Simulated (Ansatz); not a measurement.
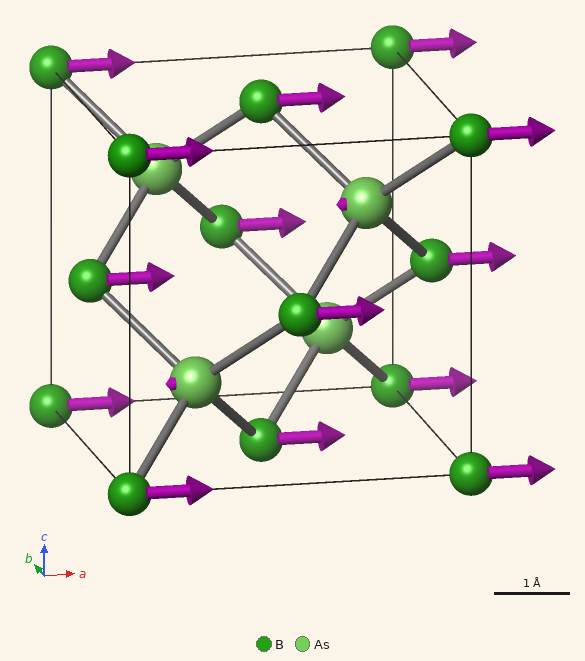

The lowest optical mode of solid BAs relaxed at 9 GPa, space group F-43m (No. 216), at the zone centre. The purple arrows give the relative displacements of the atoms. The picture is a ball-and-stick view of the conventional cell (4 times the calculation's cell), seen slightly off an axis. Lengths and directions refer to the drawn axes.

Level of theory: DFT PBE, scalar-relativistic, plane waves, PAW in Ansatz.

Input
```yaml
crystal:
  lattice:
    - [0.0, 2.356654087, 2.356654087]
    - [2.356654087, 0.0, 2.356654087]
    - [2.356654087, 2.356654087, 0.0]
  atoms:
    - { symbol: B, position: [0.0, 0.0, 0.0] }
    - { symbol: As, position: [0.75, 0.75, 0.75] }
basis:
  ecutwfc: 420
kpoints:
  mp_grid: { grid: [10, 10, 10] }
hamiltonian:
  xc: pbe
scf:
  occupations: { method: fixed }
output:
  eigenvalues: true
phonons:
  method: dfpt
  dielectric: true
  rigid_motions: translations
  eigenvectors: true
```

Launched with:
```bash
ansatz run input.yaml --threads 1 --pin off --max-ram 3072MiB --backend cpu --events-out ev --progress --plain --runs-dir out
```

Frequencies are those without the non-analytic (LO–TO) term.

> Is the structure stable against all modes at this point?

Yes: this softest mode has a real frequency, and so have all others here. That speaks for this wave vector alone: the rest of the zone wasn't checked in this run. This is the T₂ mode (triply degenerate; one member of the set is drawn) at 719 cm⁻¹, the only optical level, infrared- and Raman-active by symmetry. The B sublattice moves against the As sublattice, along a; the kinetic energy is shared as B 87 %, As 13 %. Its infrared intensity is 2.8 (D/Å)²/amu for the set. The value is the transverse one; the longitudinal partner lies at 725 cm⁻¹.
